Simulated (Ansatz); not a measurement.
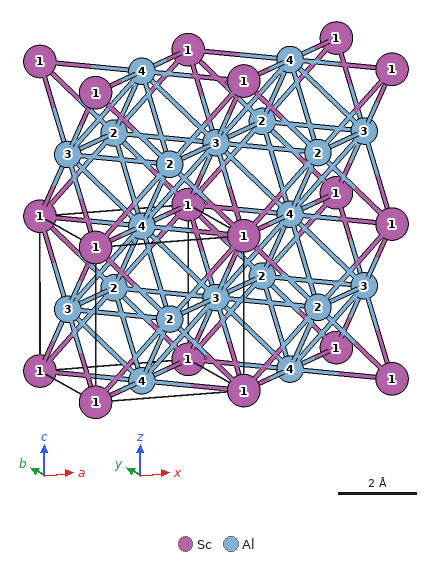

A crystal of ScAl3 (Pm-3m): the cell is strained equally along x and y and separately along z, with the atoms kept at their fractional coordinates. x, y and z are the Cartesian axes of the input. The picture shows the reference cell. The picture is a ball-and-stick view of the cell of the calculation, repeated 2 × 1 × 2 with one cell outlined, seen slightly off an axis.

Method: DFT PBEsol, scalar-relativistic, plane waves, PAW in Ansatz 0.2.0. (plane-wave cutoff 420 eV; k-point mesh 12 × 12 × 12; occupations gaussian; smearing width 0.15 eV; no spin polarisation). Energies (free energies at the smearing named) are counted from the relaxed crystal.

```xyz
4
Lattice="4.0713 0.0000 0.0000 0.0000 4.0713 0.0000 0.0000 0.0000 4.0713" Properties=species:S:1:pos:R:3 pbc="T T T"
Sc    0.0000    0.0000    0.0000
Al    2.0356    0.0000    2.0356
Al    0.0000    2.0356    2.0356
Al    2.0356    2.0356    0.0000
```

Give the energy at each point on a grid with rows −0.080, −0.040, 0.000, 0.040, 0.080 and columns −0.080, −0.040, 0.000, 0.040, 0.080 (strain along x and y; strain along z).

Answer. Rows: strain along x and y; columns: strain along z; values in meV/atom.

```
        −0.080  −0.040  0.000  0.040  0.080
−0.080     359     253    197    182    195
−0.040     159      79     44     46     74
 0.000      73      17      0     15     55
 0.040      70      36     35     61    109
 0.080     121     111    125    161    216
```

In pairs of (strain along x and y; strain along z): the lowest computed point lies at (0.000, 0.000) (0 meV/atom), the highest at (−0.080, −0.080) (359 meV/atom). The valley is tilted: raising the in-plane strain is made harder by raising the strain along z (cross term 0.29 of the geometric mean of the two curvatures). Over the ranges scanned the energy rises more along the first axis, the in-plane strain. The pressure runs from −12.9 GPa at (0.080, 0.080) to 37.8 GPa at (−0.080, −0.080).
